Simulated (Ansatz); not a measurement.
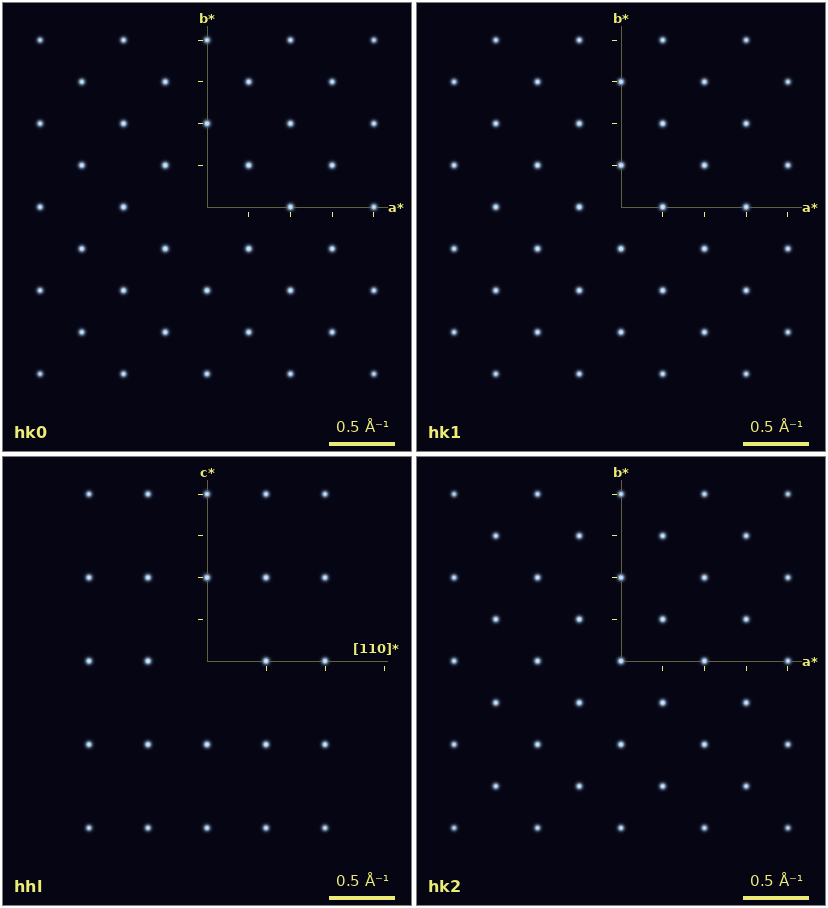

Four undistorted layers of reciprocal space, calculated for a single crystal (neutrons, kinematic |F|², B = 0.5 Å²). Tick marks count the reciprocal lattice steps of the conventional cell along each axis.

The compound is Rh. Structure: the input geometry of an electronic-structure calculation (not necessarily at equilibrium); the starting structure was generated, so it need not be a known form of this composition.

> What cell do the layers give?

a* = 0.326, b* = 0.326, c* = 0.326 Å⁻¹; the cell is cubic with a = 3.07 Å.

> Which reflection conditions do the layers show?

Reflections are present only under these conditions. hkl: h + k + l = 2n; hk0: h + k = 2n; hhl: l = 2n; h00: h = 2n. The lattice is body-centred (I).

> Which space groups fit?

The intensities have Laue symmetry m-3m (the hk0 layer shows 4mm, hk1 shows 4mm). With these conditions the candidates are I432 (No. 211), I-43m (No. 217), Im-3m (No. 229). Diffraction geometry alone does not choose among them; the structure has Im-3m.
